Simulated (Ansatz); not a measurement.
Si$_{2}$Ni (slab)

```cif
data_structure
_symmetry_space_group_name_H-M 'P 1'
_symmetry_Int_Tables_number 1
_cell_length_a 3.8677
_cell_length_b 3.8677
_cell_length_c 28.1418
_cell_angle_alpha 90.000
_cell_angle_beta 90.000
_cell_angle_gamma 120.000
_cell_volume 364.58
loop_
_atom_site_label
_atom_site_type_symbol
_atom_site_fract_x
_atom_site_fract_y
_atom_site_fract_z
_atom_site_occupancy
Si1 Si 0.77844 0.22156 0.57828 1
Ni1 Ni 0.44444 0.55556 0.60042 1
Si2 Si 0.10998 0.89002 0.62944 1
Si3 Si 0.45225 0.54775 0.68665 1
Ni2 Ni 0.11890 0.88110 0.71115 1
Si4 Si 0.78526 0.21474 0.73636 1
```

Not relaxed (largest force 0.7 eV/Å); computed without spin polarisation.

Theory: DFT PBE, scalar-relativistic, plane waves, PAW in Ansatz.

The density is the valence pseudo-density of a PAW calculation; it isn't the true density close to the nuclei.

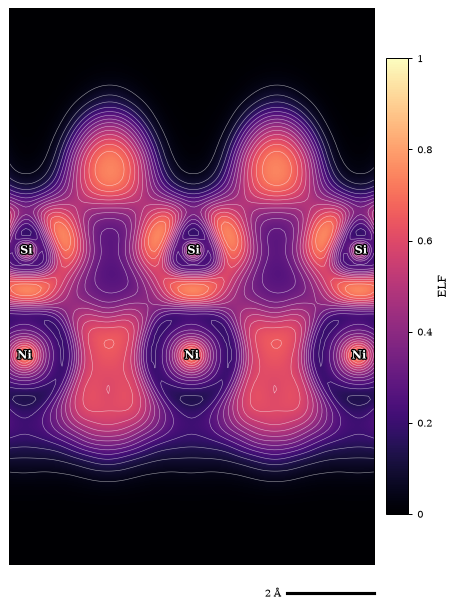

Figure 1. Electron localisation function on the (010) plane of the calculation cell, a cut from vacuum to vacuum.

Q: What does the map show?

A: The plane passes through Ni and Si nuclei.
Si–Ni (2.43 Å): the ELF peaks at about 0.75 in the valence shell of Si, 0.9 Å from its nucleus, and is about 0.55 at the midpoint.
The features right at Ni lie inside the PAW spheres, where the map follows smoothed inner orbitals and isn't to be read closely.

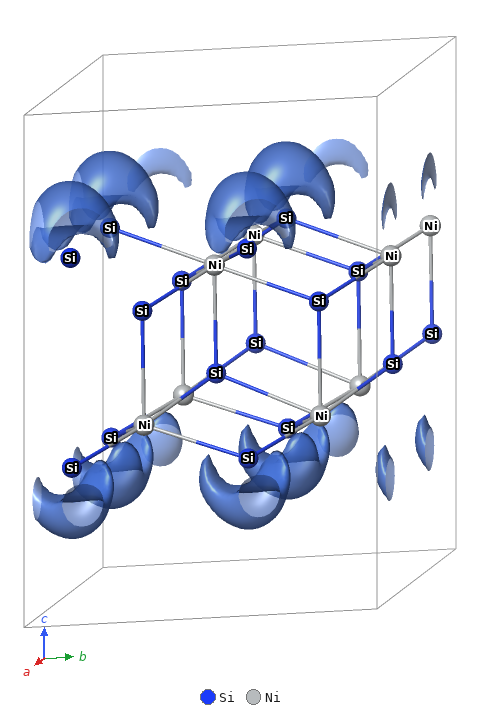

Figure 2. Isosurface of the electron localisation function at 0.8 (blue), seen slightly off an axis. Only the valence region is drawn (cores and ρ < 0.01 e/Å³ removed). Sticks mark near contacts.

Q: Identify the bonds, lone pairs and shells in this picture.

A: At this value the surface marks out two lobes on Si, pointing away from the bonds (lone pairs), counted in one cell of 6 atoms. Counts are for one cell; the picture repeats the cell along the surface. Profiles from the grid: Si–Ni (2.30 Å): the ELF peaks at about 0.75 in the valence shell of Si, 0.9 Å from its nucleus, and is about 0.55 at the midpoint. Si–Ni (2.34 Å): the ELF peaks at about 0.75 in the valence shell of Si, 0.9 Å from its nucleus, and is about 0.50 at the midpoint.

Q: Does the calculation give a band gap?

A: It is metallic or semimetallic at this level of theory: no gap opens.
